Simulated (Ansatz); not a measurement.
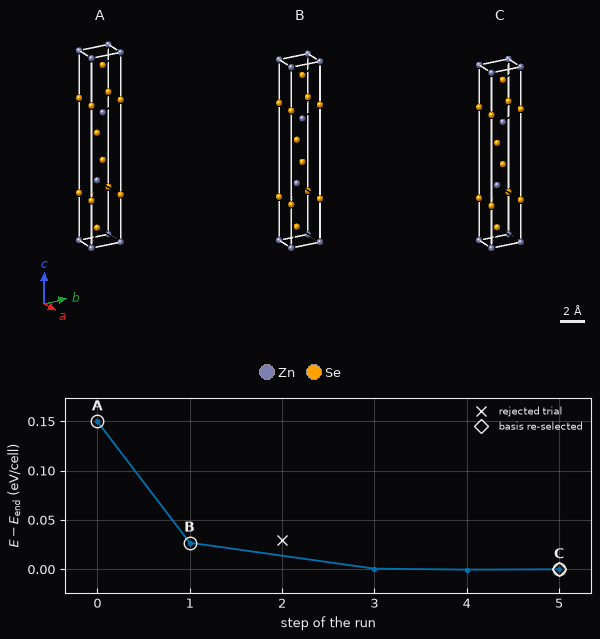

Frames of a relaxation of crystalline ZnSe₂ (built on the cadmium chloride_166 type) (coarse preliminary run), marked on the history of the run. The picture is a ball-and-stick view of the conventional cell (3 times the calculation's cell), seen slightly off an axis. Lengths and directions refer to the drawn axes.

Case: cadmium chloride type (R-3m, No. 166).

Level of theory: Ansatz 0.2.0, DFT r2SCAN, scalar-relativistic, plane waves, PAW. Settings: plane-wave cutoff 500 eV; k-point mesh 6 × 6 × 6; occupations gaussian; smearing width 0.1 eV; no spin polarisation; cell and atoms relaxed; force threshold 0.04 eV/Å; at most 70 steps.

### What happens along the run?

The largest moves relative to the cell, 0.14 Å, are those of Se atoms. Zn stays in place. The drawn cell changes as follows: a = b 3.694 → 3.702 Å (+0.2 %), c 16.735 → 15.458 Å (−7.6 %); the volume changes by −7.2 %. Among the contacts that change: Se–Se 3.511 → 3.133 Å, Se–Zn 2.548 → 2.572 Å. The space group stays R-3m (No. 166). The energy falls by 0.150 eV per cell of the calculation in 3 accepted moves (5 points after the start). The largest force component goes from 0.47 to 0.00095 eV/Å. Pressure: −0.88 GPa at the start and 0.01 GPa at the end. The line search rejected the trial step at point 2 of the run. At 1 point the geometry stayed and the basis and grid were re-selected for the new cell (energy shift of 0.3 meV per cell of the calculation at most each time). Cost: 59 s on 1 thread of Arm Neoverse V2, on a shared host, peak memory 0.55 GiB. From step 0 to 1: Se atoms move most (0.15 Å), volume −7.9 %, energy −0.123 eV per cell of the calculation. From step 1 to 5: volume +0.8 %, energy −27.0 meV per cell of the calculation.

| step | E − E(0), meV/atom | largest force component, eV/Å | pressure, GPa | volume, Å³/atom | note |
| --- | --- | --- | --- | --- | --- |
| 0 | 0.00 | 0.4692 | -0.88 | 21.973 |  |
| 1 | -40.97 | 0.0190 | 0.26 | 20.236 |  |
| 2 | -40.16 | 0.4198 | 1.28 | 19.844 | rejected |
| 3 | -49.74 | 0.0177 | -0.34 | 20.505 |  |
| 4 | -50.07 | 0.0009 | 0.02 | 20.391 |  |
| 5 | -49.97 | 0.0009 | 0.01 | 20.391 | same geometry, new basis |

Limits of the set-up: layers or molecules are held without a dispersion correction, so their spacing is unreliable.
